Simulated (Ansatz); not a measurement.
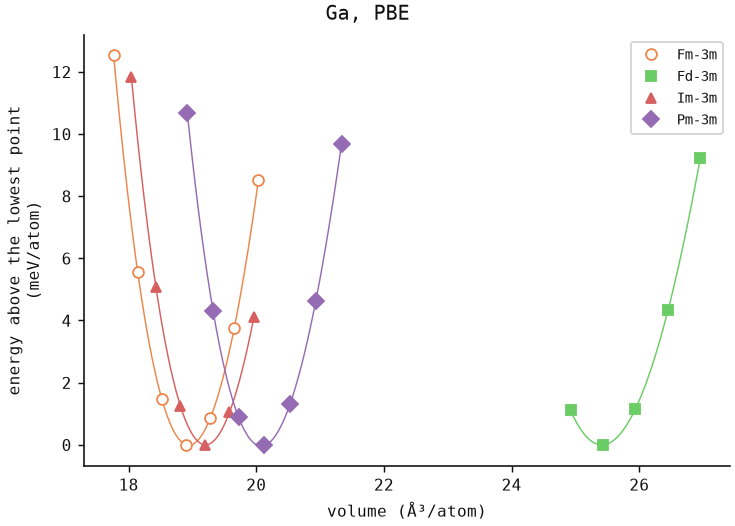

How it was computed, with Ansatz 0.2.0 development build: equation of state of a cubic crystal from periodic Kohn-Sham density functional theory without spin, third-order Birch-Murnaghan fit to the free energies; pressure corrected for the finite basis. Level: PBE.

| setting | value |
| --- | --- |
| occupation method | Fermi–Dirac |
| occupation width | 0.06123 eV |
| wave cutoff | 420 eV |
| datasets | soft-1 PAW |
| density tolerance | 1e−07 eV |
| density cutoff ratio | 4 |
| search for lower states | default |

Energy above the lowest point against volume, with one curve for each structure, for Ga. Each energy curve has its own zero, so the curves don't rank the structures.

Settings that differ: Fm-3m: k mesh 44×44×44, atoms in cell 1, lattice centring face-centred primitive, space group number 225, structure type fcc; Fd-3m: k mesh 32×32×32, atoms in cell 2, lattice centring face-centred primitive, space group number 227, structure type diamond; Im-3m: k mesh 45×45×45, atoms in cell 1, lattice centring body-centred primitive, space group number 229, structure type bcc; Pm-3m: k mesh 20×20×20, atoms in cell 1, lattice centring simple cubic, space group number 221, structure type simple cubic.

The fitted equilibrium volumes, smallest first, are Fm-3m 18.94, Im-3m 19.21, Pm-3m 20.08, Fd-3m 25.41 Å³/atom. The fitted bulk moduli, smallest first, are Fd-3m 35.8, Pm-3m 45.1, Im-3m 47.6, Fm-3m 48.6 GPa.

Caveats: cubic model structure, not the ambient form; modest k-mesh, values are not fully converged in k (Pm-3m).
